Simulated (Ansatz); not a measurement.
Consider this structure, Ca.

```
Ca
1.0
     8.40970    0.00000    0.00000
     0.00000    8.40970    0.00000
     0.00000    0.00000    8.40970
Ca
8
Cartesian
  6.3073 6.3073 6.3073
  0.0000 4.2049 0.0000
  6.3073 2.1024 2.1024
  0.0000 0.0000 4.2049
  2.1024 6.3073 2.1024
  4.2049 4.2049 4.2049
  2.1024 2.1024 6.3073
  4.2049 0.0000 0.0000
```

It is based on the input geometry of an electronic-structure calculation (not necessarily at equilibrium); the starting structure was generated, so it need not be a known form of this composition.

### Where will the first 4 clear peaks of its X-ray PDF lie (peak width σ = 0.15 Å), and from which pairs do they come?

1. 3.63 Å: Ca–Ca at 3.64 Å
2. 5.95 Å: Ca–Ca at 5.95 Å
3. 6.97 Å: Ca–Ca at 6.97 Å
4. 8.41 Å: Ca–Ca at 8.41 Å

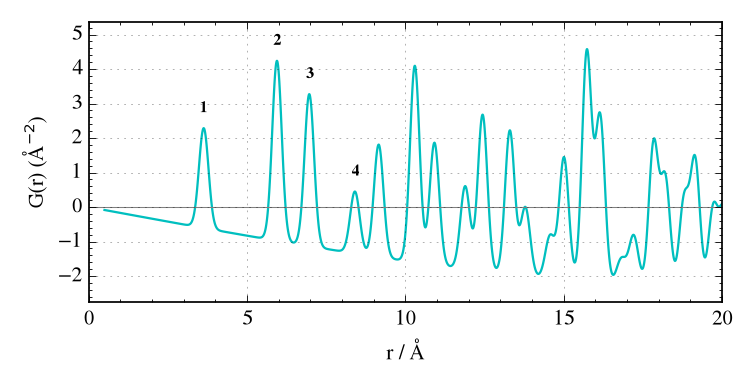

The curve is a calculated X-ray PDF: distances of the static structure, each pair weighted by the product of the atomic numbers (X-ray weights at Q = 0), broadened by Gaussians with σ = 0.15 Å, damped by exp(−(Q_damp r)²/2) with Q_damp = 0.040 Å⁻¹.
